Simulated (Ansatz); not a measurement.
Consider this structure.

```yaml
crystal:
  lattice:
    - [3.07780, 0.00000, 0.00000]
    - [0.00000, 3.07780, 0.00000]
    - [0.00000, 0.00000, 14.28620]
  atoms:
    - { symbol: Al, position: [0.00000, 0.00000, 0.00000] }
    - { symbol: Al, position: [0.50000, 0.50000, 0.30618] }
    - { symbol: Al, position: [0.00000, 0.00000, 0.19382] }
    - { symbol: Ru, position: [0.50000, 0.50000, 0.10587] }
    - { symbol: Ru, position: [0.00000, 0.00000, 0.39413] }
    - { symbol: Al, position: [0.50000, 0.50000, 0.50000] }
    - { symbol: Al, position: [0.00000, 0.00000, 0.80618] }
    - { symbol: Al, position: [0.50000, 0.50000, 0.69382] }
    - { symbol: Ru, position: [0.00000, 0.00000, 0.60587] }
    - { symbol: Ru, position: [0.50000, 0.50000, 0.89413] }
```

Q: What crystal do these data define?

A: Chemical formula Al3Ru2. Space group: I4/mmm (No. 139). Lattice: body-centred tetragonal. Cell content 6 Al, 4 Ru; Z = 2.

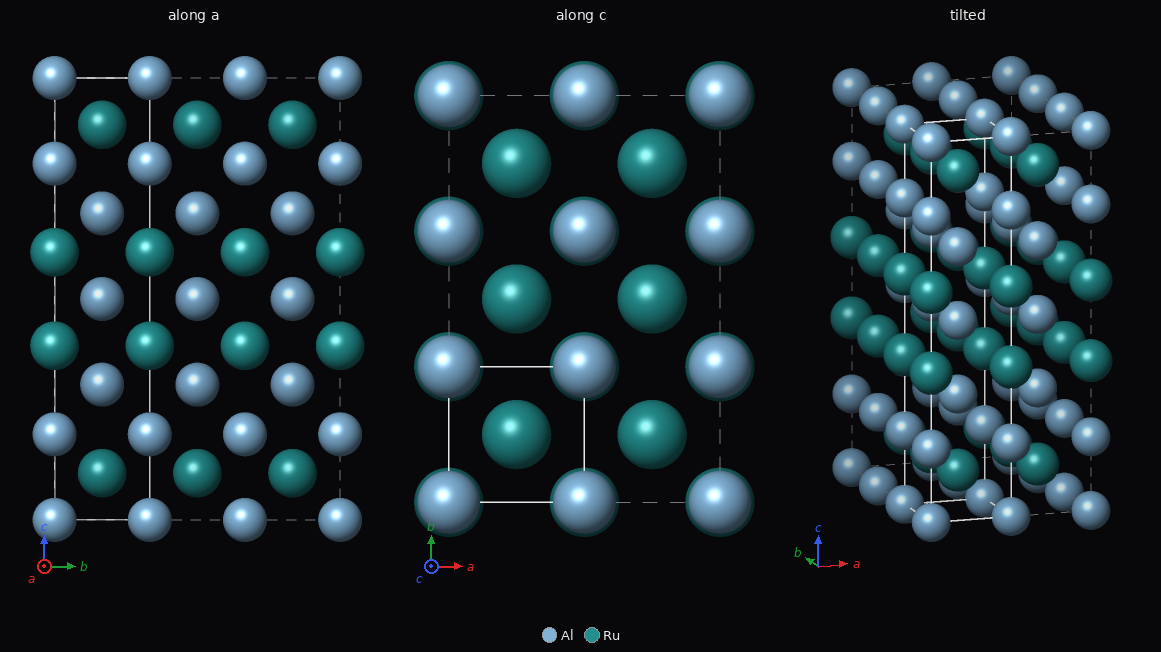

The image is a spheres-only drawing of a crystal, viewed along the a axis, along the c axis and slightly off an axis. The drawing covers 2×3×1 cells, and the solid lines enclose one conventional unit cell. Colours: aluminium light blue, ruthenium teal.

Provenance: a structure listed in the Materials Project. Earlier steps of the study, as a rule a relaxation of our own, may have changed the cell and positions, so they can lie some per cent off the listed ones. It was the input of a calculation with Ansatz.
